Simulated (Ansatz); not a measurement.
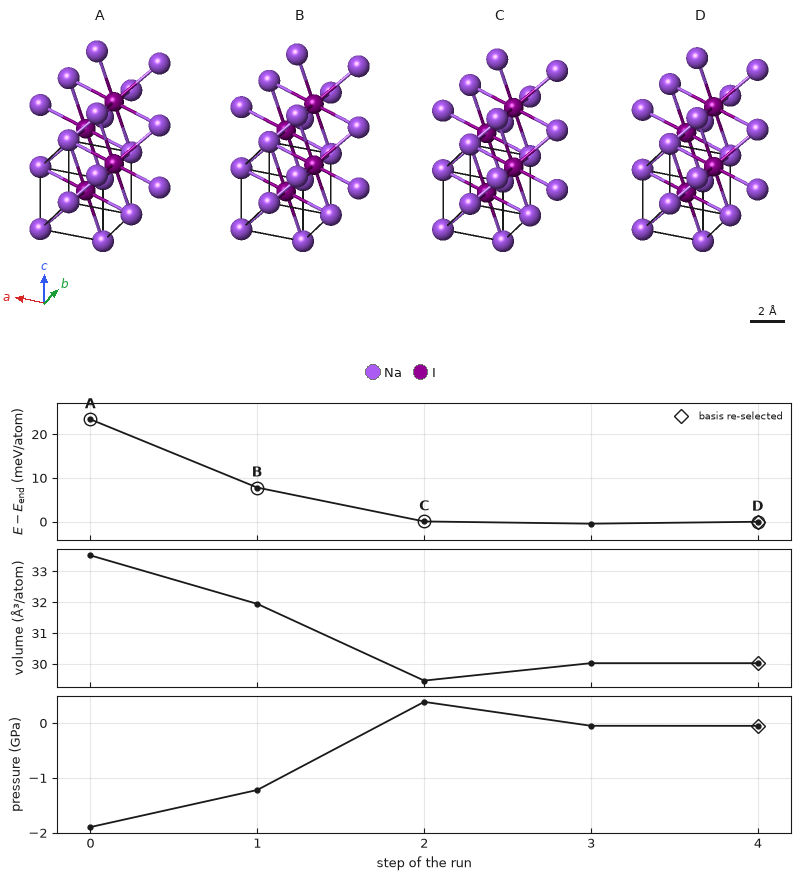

Frames of a relaxation of a crystal of NaI (built on the CsCl type), marked on the history of the run. Style: ball-and-stick. Shown: the cell of the calculation, repeated 1 × 2 × 2 with one cell outlined, from a free direction.

Theory: Ansatz 0.2.0, DFT, LDA, plane waves, PAW.

The input:
```yaml
crystal:
  lattice:
    - [4.0624249601, 0.0, 0.0]
    - [0.0, 4.0624249601, 0.0]
    - [0.0, 0.0, 4.0624249601]
  atoms:
    - { symbol: Na, position: [0.0, 0.0, 0.0] }
    - { symbol: I, position: [0.5, 0.5, 0.5] }
kpoints:
  mp_grid: { grid: [6, 6, 6] }
hamiltonian:
  xc: lda
scf:
  occupations: { method: fermi_dirac, width: 0.02 }
relax:
  f_tol: 0.005
  cell: {}
output:
  write_density: true
  write_potential: true
  elf: true
  volumetric_format: npy
```

Launched with:
```bash
ansatz run input.yaml --threads 2 --pin off --max-ram 2211MiB --backend cpu --events-out ev --progress --plain --runs-dir out
```

Question: Describe the path.

Answer: The energy falls by 23.4 meV per atom in 3 accepted moves (4 points after the start). All forces vanish by symmetry, so only the cell relaxes. Pressure: −1.89 GPa at the start and −0.05 GPa at the end. At 1 point the geometry stayed and the basis and grid were re-selected for the new cell (energy shift of 0.4 meV per atom at most each time). The atoms keep their places relative to the cell (all moves are under 0.005 Å). The drawn cell changes as follows: a = b = c 4.062 → 3.916 Å (−3.6 %); the volume changes by −10.4 %. Among the contacts that change: Na1–I2 3.518 → 3.392 Å. The space group stays Pm-3m (No. 221). The run took about 13 core-seconds on a shared host. From step 0 to 1: volume −4.7 %, energy −15.6 meV per atom. From step 1 to 2: volume −7.8 %, energy −7.7 meV per atom. From step 2 to 4: volume +1.9 %, energy −0.1 meV per atom.
